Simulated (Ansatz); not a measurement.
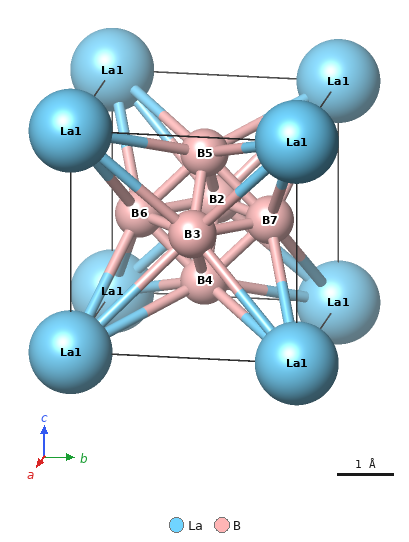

**Figure 1.** The input geometry (ball-and-stick view of the cell of the calculation, seen slightly off an axis; atoms are numbered from 1 in the order of the input).

## Single-point calculation, with input and output: LaB₆

The run: single-point calculation of LaB₆ (Pm-3m, 7 atoms in the cell). Method and program: DFT PBE, scalar-relativistic, plane waves, PAW, no spin polarisation (Ansatz 0.2.0).

The structure was built on a prototype by a generator; it need not be a known phase. Figures and captions count atoms from 1; the log counts them from 0 in places.

Input
```yaml
crystal:
  lattice:
    - [4.1569950254, 0.0, 0.0]
    - [0.0, 4.1569950254, 0.0]
    - [0.0, 0.0, 4.1569950254]
  atoms:
    - { symbol: La, position: [0.0, 0.0, 0.0] }
    - { symbol: B, position: [0.2117, 0.5, 0.5] }
    - { symbol: B, position: [0.7883, 0.5, 0.5] }
    - { symbol: B, position: [0.5, 0.5, 0.2117] }
    - { symbol: B, position: [0.5, 0.5, 0.7883] }
    - { symbol: B, position: [0.5, 0.2117, 0.5] }
    - { symbol: B, position: [0.5, 0.7883, 0.5] }
basis:
  ecutwfc: 420
kpoints:
  mp_grid: { grid: [4, 4, 4] }
hamiltonian:
  xc: pbe
scf:
  occupations: { method: gaussian, width: 0.1 }
output:
  forces: true
  stress: true
  eigenvalues: true
```

Launch command:
```bash
ansatz run input.yaml --threads 4 --pin off --max-ram 10240MiB --backend cpu --events-out ev --progress --plain --runs-dir out
```

Log
```
Engine: ansatz 0.2.0, x86_64-unknown-linux-gnu
Pseudopotentials: kind: paw
Pseudopotential: La, paw, valence charge 11, recommended cutoff 420 eV (normal), La.paw.azcp
Pseudopotential: B, paw, valence charge 3, recommended cutoff 420 eV (normal), B.paw.azcp
Functional definition: PBE
  parameter kappa = 0.804
  parameter beta = 0.06672455060314922
  exchange = pbe_x(kappa = kappa, mu = beta*pi^2/3)
  correlation = pbe_c(beta = beta)
Crystal: 7 atoms, lattice volume = 71.835 Å³
Basis set: ecut = 420 eV, 1365 PW (Γ), exchange–correlation on 60×60×60 points (8 copies of the dense FFT grid, shifted against one another)
Bands: 22, of which v1, the nominal top of the filled ones, is band 15 counted from 1 (14 counted from 0)
Symmetry: 48 space group operations
Space group: Pm-3m (ITA 221), of the structure as read, at distance tolerance 4.2e-5 Å
k-points: 10 of 64
Non-local potential: La, projectors of the file, l = 0: 3, l = 1: 2, l = 2: 2, l = 3: 3
Non-local potential: B, projectors of the file, l = 0: 2, l = 1: 2, l = 2: 1
PAW form: soft (Blöchl's): semilocal exchange-correlation on the pseudo side does not see the compensation charge
PAW one-centre angular grid: La, 590 points (default); XC on 64 Gauss nodes
PAW one-centre angular grid: B, 110 points (default); XC on 64 Gauss nodes
Initial density: superposition of atomic densities (neutral atoms: chi_scale 0, normalization atom), corrected by the library's trained network
Initial wavefunctions: pseudopotential atomic-orbital guess
Functional: x = pbe(κ = 0.804, μ = 0.2195149727645171), c = pbe(β = 0.06672455060314922)
SCF iter   1: F=—  HF=-7189.004409 eV  |F-HF|=—  |Δ(HF+E_count)|=         —  Δρ=4.78e-3  dr2=1.43e-2  ethr=1.77e-3  ⟨swp⟩=4.9  Hψ=1012  notcnv=0
preconditioner: auto → Resta (q_TF=auto, 2.345 Å⁻¹)  ε∞=5.5  [insulator: Δε(μ)=0.099 eV  Ē_g=10.674 eV  σ=0.100 eV  W_gap=0.51  n_scr=18 (ndim 8)  ℏωp=22.8 eV  f_vac=0.000  D(μ)=3.29/eV (n_scr^D=26)  ε∞_Penn≈5.5]
SCF iter   2: F=—  HF=-7189.001495 eV  |F-HF|=—  |Δ(HF+E_count)|=   2.91e-3  Δρ=2.01e-3  dr2=2.67e-3  ethr=4.93e-5  ⟨swp⟩=2.1  Hψ=486  notcnv=0  defer=12
preconditioner: auto → Kerker (q_TF=auto, 2.345 Å⁻¹)  [metal: Δε(μ)=0.085 eV  Ē_g=10.580 eV  σ=0.100 eV  W_gap=0.45  n_scr=18 (ndim 8)  ℏωp=22.8 eV  f_vac=0.000  D(μ)=3.51/eV (n_scr^D=26)]
SCF iter   3: F=—  HF=-7189.001289 eV  |F-HF|=—  |Δ(HF+E_count)|=   2.07e-4  Δρ=6.62e-4  dr2=4.76e-4  ethr=9.19e-6  ⟨swp⟩=2.6  Hψ=375  notcnv=0  defer=12
SCF iter   4: F=—  HF=-7189.001268 eV  |F-HF|=—  |Δ(HF+E_count)|=   2.07e-5  Δρ=1.21e-4  dr2=9.34e-6  ethr=1.64e-6  ⟨swp⟩=2.1  Hψ=269  notcnv=0  defer=12
SCF iter   5: F=—  HF=-7189.001290 eV  |F-HF|=—  |Δ(HF+E_count)|=   2.18e-5  Δρ=2.62e-5  dr2=5.54e-7  ethr=3.22e-8  ⟨swp⟩=2.3  Hψ=329  notcnv=0  defer=12
SCF iter   6: F=-7189.001290 eV  HF=-7189.001290 eV  |F-HF|=1.20e-8  |Δ(HF+E_count)|=   1.88e-7  Δρ=5.80e-6  dr2=3.25e-8  ethr=3.45e-10  ⟨swp⟩=9.9  Hψ=1079  notcnv=0
SCF 1 converged in 6 iterations: F = -7189.001290 eV  dr2 = 3.25e-8
  greatest PAW one-centre occupation: 0.970 electrons in one spin orbital (limit 2), on the La atom at site 0 (counted from 0), in its partial waves of l = 0
SCF converged after 6 iterations
Free energy (F): -7189.001290 eV
Harris-Foulkes:  -7189.001290 eV  (|F-HF|=1.20e-8)
Internal energy: -7188.983466 eV  (E = F + TS)
E sigma→0 (E₀):  -7188.992378 eV
Entropy (-TS):   -0.017824 eV (-2.546 meV/atom)
Fermi energy:    12.206367 eV
--- Per-component energies (eV) ---
  E_band       = 44.126375
  E_kinetic    = 497.784285
  E_local      = -416.642304  (includes V_loc(G=0)·N_el)
  E_nonlocal   = 165.973168
  E_hartree    = 130.281176
  E_xc         = -336.317231
  E_vxc        = -381.866955  (∫ρ·V_xc dr)
  E_paw        = -5889.936802  (= ΣΔE_a)
  E_vpaw       = -81.685784  (= ΣTr[D̂ρ^β])
  E_aug_tail   = -0.000019  (compensation charges beyond the density's cutoff)
  E_ewald      = -1340.125740
  E_smearing   = -0.017824  (= −TS)
  E_closure    = 0.000000  (closes the sum)
  Σ components = -7189.001290   (vs F -7189.001290, Δ=0.00e0)
--- Forces (eV/Å), atoms counted from 1 ---
  atom   1  La    -0.00000000    -0.00000000     0.00000000
  atom   2  B     -2.98039554     0.00000000     0.00000000
  atom   3  B      2.98039554    -0.00000000     0.00000000
  atom   4  B     -0.00000000    -0.00000000    -2.98039554
  atom   5  B     -0.00000000     0.00000000     2.98039554
  atom   6  B     -0.00000000    -2.98039554    -0.00000000
  atom   7  B      0.00000000     2.98039554     0.00000000
  max |Σ_I F_I| component: 1.33e-15 eV/Å
--- Stress (GPa, compression-positive) ---
        4.492580      -0.000000       0.000000
       -0.000000       4.492580       0.000000
        0.000000       0.000000       4.492580
  P = ⅓ Tr σ = 4.4926 GPa (44.926 kbar)
--- Band table (eV; the first three rows and the last of 10) ---
  k-point 0: bands = ["-21.0320", "-4.7465", "-4.7465", "-4.7465", "-4.1356", "4.0057", "4.1902", "4.1902", "4.1902", "5.5993", "5.5993", "9.7832", "9.7832", "9.7832", "12.5364", "12.5364", "12.5364", "13.7499", "13.7499", "13.7724", "13.9352", "13.9352"]
  k-point 1: bands = ["-21.0201", "-5.2725", "-4.7071", "-4.7071", "-3.6143", "2.3108", "4.1545", "4.1545", "4.9790", "5.8455", "7.4421", "8.9617", "8.9617", "9.9361", "10.8972", "13.3397", "13.3397", "13.5914", "13.8657", "14.0001", "14.0001", "14.0138"]
  k-point 2: bands = ["-21.0081", "-5.5932", "-4.6669", "-4.6669", "-3.2642", "1.4809", "4.1071", "4.1071", "5.3600", "6.1627", "8.4686", "8.4686", "9.0912", "9.8491", "10.1080", "13.4220", "13.7391", "13.7391", "13.8587", "13.8587", "14.0453", "14.0886"]
  k-point 9: bands = ["-20.9632", "-5.0167", "-5.0167", "-5.0167", "-3.5257", "2.0641", "2.0641", "2.0641", "7.3382", "7.3382", "7.3382", "9.6661", "9.6661", "9.6661", "13.1875", "13.7164", "13.7164", "13.7164", "13.7461", "13.7461", "13.7461", "16.0862"]
```

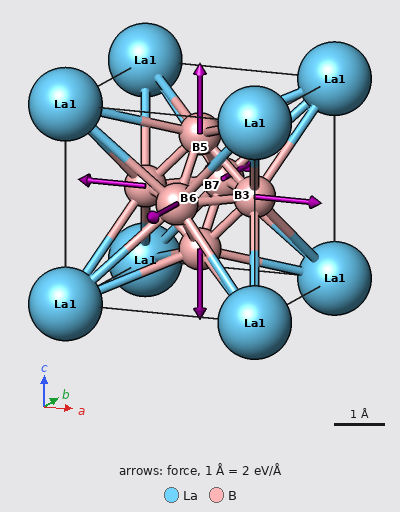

**Figure 2.** Forces on the atoms as pink arrows (ball-and-stick view of the cell of the calculation, seen slightly off an axis; atoms are numbered from 1 in the order of the input). The largest act on all 6 B atoms (2.98 eV/Å). The geometry is not a stationary point of this energy.

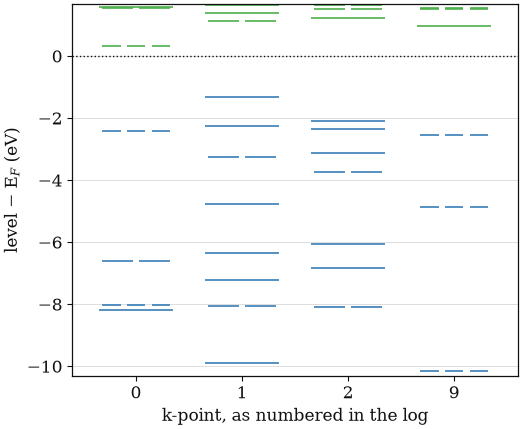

**Figure 3.** Kohn–Sham levels near the Fermi level (dotted) at the few k-points that the log prints; levels within 0.02 eV of each other stand side by side. The system is metallic on the full mesh.

Summary

| quantity | value |
| --- | --- |
| outcome | converged |
| space group (tolerance 0.01 Å) | Pm-3m (221) |
| electrons treated | 29 |
| free energy | −7189.0013 eV |
| Fermi energy | 12.206 eV |
| gap on the k-point mesh | none (metallic) |
| pressure | 4.49 GPa |
| largest force (length of the vector) | 2.980 eV/Å |
| hardware | 4 threads of Intel Xeon (Sapphire Rapids), 16 GiB of memory available, shared host |
| wall time | 0.62 s (CPU time 1.6 s) |
| peak memory | 0.41 GiB |
